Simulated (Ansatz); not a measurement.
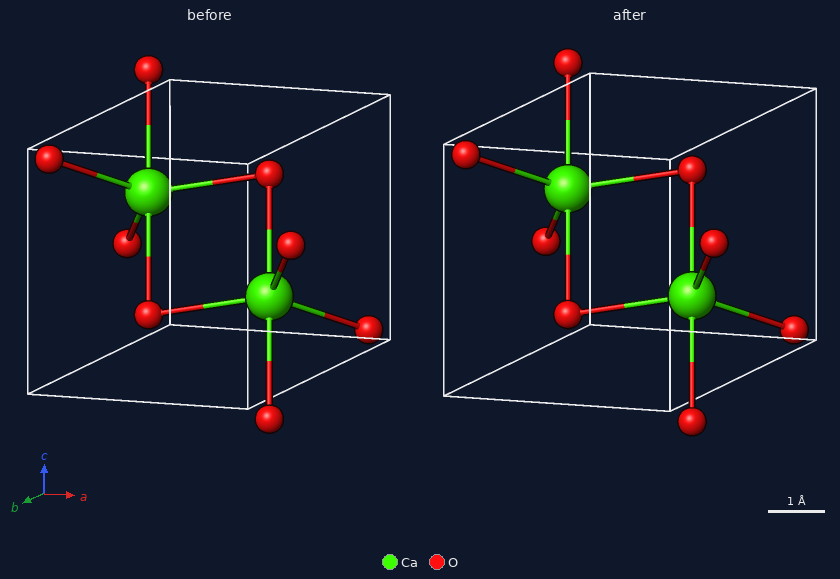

Left: a symmetric starting cell of CaO. Right: the same structure after one change, at the same scale. Style: ball-and-stick. Shown: the cell of the calculation, from a free direction.

Theory: Ansatz 0.2.0, DFT r2SCAN, scalar-relativistic, plane waves, PAW. Settings: plane-wave cutoff 500 eV; k-point mesh 9 × 9 × 6; occupations gaussian; smearing width 0.02 eV; no spin polarisation.

### Which change leads from the left to the right?

All lengths are scaled by +2.7 % (volume +8.4 %), the atoms keeping their fractional coordinates. No relaxation follows. The starting cell wasn't computed here and needn't be at equilibrium, so pressure and forces aren't due to the change alone.

### And its effect?

Some distances before and after: Ca–O 2.392 → 2.457 Å, Ca–O 2.305 → 2.367 Å. The space group stays P6_3/mmc (No. 194). The pressure is −7.0 GPa (not all of it need come from the change, since the unchanged cell can be under pressure at this level too). The principal stresses (compression positive) are −7.5 GPa along c and −6.7 GPa across it. All forces vanish by symmetry.
